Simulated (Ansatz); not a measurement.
## Single-point calculation of Ti (part 2 of 2)

Continued. System: Ti (slab, 16 atoms in the cell). Method: DFT PBE+D3(BJ), scalar-relativistic, plane waves, PAW, no spin polarisation (Ansatz 0.2.0); cutoff 420 eV, 4×4×1 k-mesh, Gaussian smearing of 0.1 eV. The structure derives from an entry of the Crystallography Open Database. It belongs to a series of runs on one base structure; here: the slab at its places in the relaxed adsorbed structure.

Geometry of the input (Å; fractional positions):
```
5.7729  0.0000  0.0000
-2.8865  4.9995  0.0000
0.0000  0.0000  25.4750
Ti 0.3333  0.1667  0.3140
Ti 0.3333  0.6667  0.3140
Ti 0.8333  0.1667  0.3140
Ti 0.8333  0.6667  0.3140
Ti 0.1667  0.3333  0.4038
Ti 0.1667  0.8333  0.4038
Ti 0.6667  0.3333  0.4038
Ti 0.6667  0.8333  0.4038
Ti 0.3326  0.1637  0.4968
Ti 0.3307  0.6613  0.4967
Ti 0.8313  0.1637  0.4968
Ti 0.8381  0.6759  0.4974
Ti 0.1650  0.3297  0.5832
Ti 0.1756  0.8311  0.5844
Ti 0.6710  0.3415  0.5796
Ti 0.6557  0.8310  0.5844
```

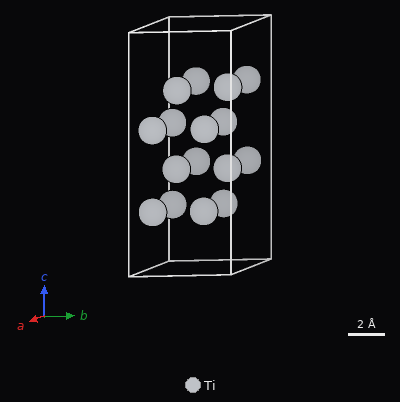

The structure (spheres-only view of the cell of the calculation, with the vacuum cut short, seen slightly off an axis). An atom can appear more than once, as a periodic image.

### Output, continued
```
  k-point 1: bands = ["-54.4717", "-54.4455", "-54.4047", "-54.3908", "-54.3886", "-54.3737", "-54.3712", "-54.2921", "-54.2510", "-54.1891", "-54.1778", "-54.1713", "-54.1673", "-54.1361", "-54.1223", "-54.1215", "-30.9752", "-30.9541", "-30.9400", "-30.9319", "-30.9187", "-30.9118", "-30.9041", "-30.8926", "-30.8835", "-30.8797", "-30.8700", "-30.8339", "-30.8331", "-30.8303", "-30.6578", "-30.6545", "-30.6470", "-30.6016", "-30.6000", "-30.5862", "-30.5804", "-30.5786", "-30.5632", "-30.5596", "-30.5341", "-30.5177", "-30.4902", "-30.4834", "-30.4421", "-30.4232", "-30.4217", "-30.4196", "-30.4084", "-30.3891", "-30.3813", "-30.3798", "-30.3235", "-30.3219", "-30.3137", "-30.3124", "-30.3011", "-30.2888", "-30.2835", "-30.2463", "-30.2406", "-30.2292", "-30.2196", "-30.1683", "-3.0508", "-2.0950", "-0.9174", "-0.6431", "-0.2649", "-0.1737", "-0.0538", "-0.0516", "0.1115", "0.1332", "0.1669", "0.3286", "0.3435", "0.5486", "0.6421", "0.6431", "1.0004", "1.0178", "1.0303", "1.3382", "1.3776", "1.3977", "1.5669", "1.6084", "1.6230", "1.9371", "2.1895", "2.3655", "2.3658", "2.4131", "2.4486", "2.5614", "2.5662", "2.5947", "2.6574", "2.7898", "2.8217", "2.8786", "2.8895", "3.0370", "3.0677", "3.0995", "3.1554", "3.2391", "3.2439", "3.2847", "3.2873", "3.3214", "3.3390", "3.3785", "3.3896", "3.4186"]
  k-point 2: bands = ["-54.4397", "-54.4366", "-54.4262", "-54.3912", "-54.3909", "-54.3886", "-54.3713", "-54.2934", "-54.2215", "-54.2182", "-54.1750", "-54.1674", "-54.1610", "-54.1503", "-54.1233", "-54.1214", "-30.9162", "-30.9049", "-30.8946", "-30.8835", "-30.8826", "-30.8817", "-30.8705", "-30.8696", "-30.8280", "-30.8230", "-30.8150", "-30.8113", "-30.7227", "-30.7142", "-30.7070", "-30.7010", "-30.6929", "-30.6723", "-30.6528", "-30.6496", "-30.5797", "-30.5746", "-30.5459", "-30.5456", "-30.5371", "-30.5046", "-30.4886", "-30.4777", "-30.4708", "-30.4704", "-30.4651", "-30.4561", "-30.4511", "-30.4179", "-30.4014", "-30.3878", "-30.3726", "-30.3556", "-30.3473", "-30.3242", "-30.3051", "-30.3019", "-30.2770", "-30.2741", "-30.2717", "-30.2596", "-30.2091", "-30.1981", "-1.9002", "-1.8904", "-1.0670", "-1.0641", "-0.0592", "-0.0356", "0.1974", "0.2134", "0.3887", "0.3980", "0.5704", "0.5882", "0.6017", "0.6061", "1.1338", "1.1452", "1.2917", "1.3222", "1.3961", "1.4422", "1.4985", "1.5172", "1.6686", "1.7216", "1.7367", "1.7369", "1.8096", "1.8331", "1.9799", "2.0327", "2.0687", "2.0704", "2.1876", "2.2499", "2.3577", "2.4079", "2.5153", "2.5341", "2.5592", "2.5995", "2.7109", "2.7581", "2.8889", "3.0220", "3.0320", "3.0593", "3.1086", "3.1730", "3.1907", "3.2061", "3.4798", "3.5257"]
  k-point 9: bands = ["-54.4403", "-54.4360", "-54.4225", "-54.4003", "-54.3920", "-54.3880", "-54.3645", "-54.2949", "-54.2213", "-54.2182", "-54.1748", "-54.1672", "-54.1606", "-54.1493", "-54.1273", "-54.1189", "-30.9190", "-30.9001", "-30.8912", "-30.8843", "-30.8813", "-30.8785", "-30.8724", "-30.8676", "-30.8277", "-30.8230", "-30.8207", "-30.8125", "-30.7334", "-30.7140", "-30.7104", "-30.7000", "-30.6942", "-30.6687", "-30.6561", "-30.6382", "-30.5812", "-30.5718", "-30.5465", "-30.5430", "-30.5404", "-30.5023", "-30.4860", "-30.4791", "-30.4712", "-30.4697", "-30.4640", "-30.4580", "-30.4520", "-30.4214", "-30.3996", "-30.3866", "-30.3690", "-30.3569", "-30.3444", "-30.3253", "-30.3136", "-30.3002", "-30.2760", "-30.2750", "-30.2732", "-30.2604", "-30.2063", "-30.1976", "-1.8964", "-1.8942", "-1.0662", "-1.0647", "-0.0533", "-0.0421", "0.1926", "0.2198", "0.3906", "0.3978", "0.5688", "0.5826", "0.5970", "0.6208", "1.1229", "1.1501", "1.2924", "1.3269", "1.4086", "1.4312", "1.4929", "1.5203", "1.6874", "1.6965", "1.7270", "1.7537", "1.8115", "1.8276", "1.9927", "2.0420", "2.0730", "2.0838", "2.1915", "2.2326", "2.3527", "2.4109", "2.5129", "2.5359", "2.5547", "2.6020", "2.7261", "2.7514", "2.8932", "3.0098", "3.0418", "3.0569", "3.0898", "3.1612", "3.1818", "3.2122", "3.4988", "3.5126"]
```

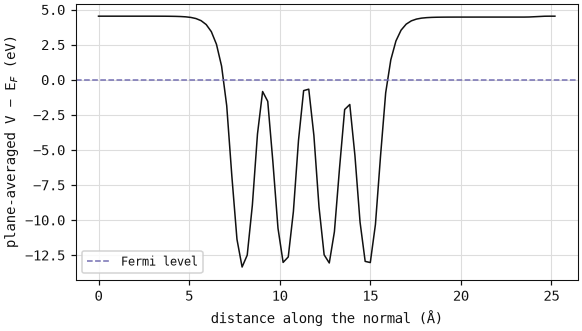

Plane average of the electrostatic potential energy of an electron across the cell, from the Fermi level. The vacuum level lies 4.47 eV above the Fermi level on the upper side and 4.54 eV on the lower.

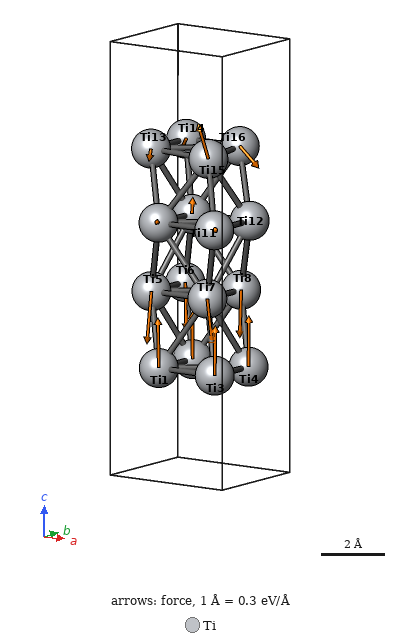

Forces on the atoms as orange arrows (ball-and-stick view of the cell of the calculation, with the vacuum cut short, seen slightly off an axis; atoms are numbered from 1 in the order of the input); the smallest are left out. The largest act on Ti5 (0.51 eV/Å); Ti4 (0.50 eV/Å); Ti1, Ti3, Ti7 (0.49 eV/Å); Ti6, Ti8 (0.47 eV/Å), among others. The geometry is not a stationary point of this energy.

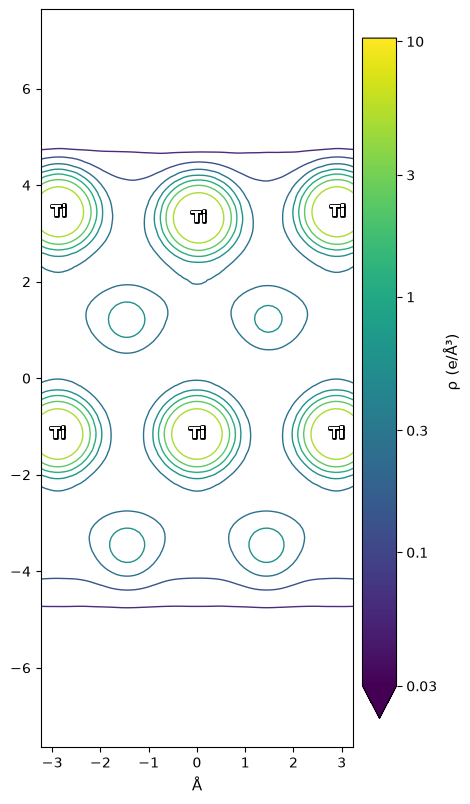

Valence electron density on the (100) plane of the calculation cell, a cut from vacuum to vacuum. Ti–Ti (2.87 Å): ρ is about 0.2 e/Å³ halfway. Ti–Ti (2.91 Å): ρ is about 0.2 e/Å³ halfway. The density dies away to nearly zero in the vacuum. In a PAW calculation such maps are meaningful between the atoms, not at the nuclei.

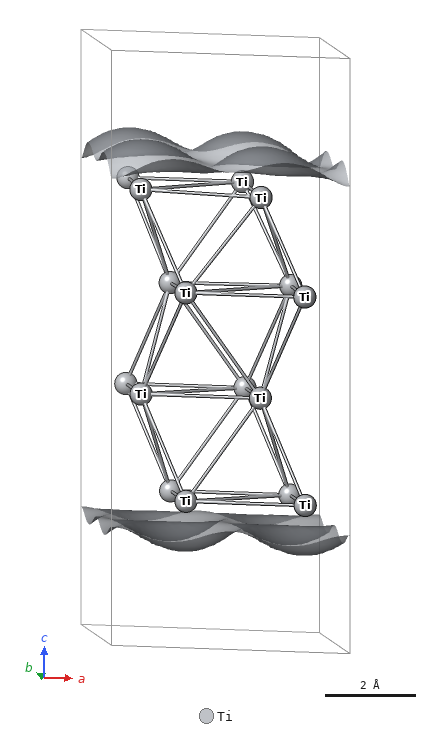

Isosurface of the valence pseudo-density at 0.15 e/Å³ (grey), seen at an oblique angle. Sticks mark near contacts. At this value the density is joined into sheets; it holds about 95 % of the electrons treated as valence (semicore included). On the grid the lowest density along these lines, outside the cores, is 0.24 e/Å³ (Ti–Ti, 2.68 Å), 0.23 e/Å³ (Ti–Ti, 2.76 Å), 0.21 e/Å³ (Ti–Ti, 2.83 Å) and 0.2 e/Å³ (Ti–Ti, 2.87 Å).

### Results in brief

| quantity | value |
| --- | --- |
| outcome | converged |
| electrons treated | 192 |
| free energy | −39994.7240 eV |
| work function, top face | 4.47 eV |
| work function, bottom face | 4.54 eV |
| Fermi energy | 2.355 eV |
| gap on the k-point mesh | none (metallic) |
| work function (upper face) | 4.47 eV |
| largest force (length of the vector) | 0.515 eV/Å |
| wall time | 18 s (CPU time 2 min) |
| peak memory | 3 GiB |
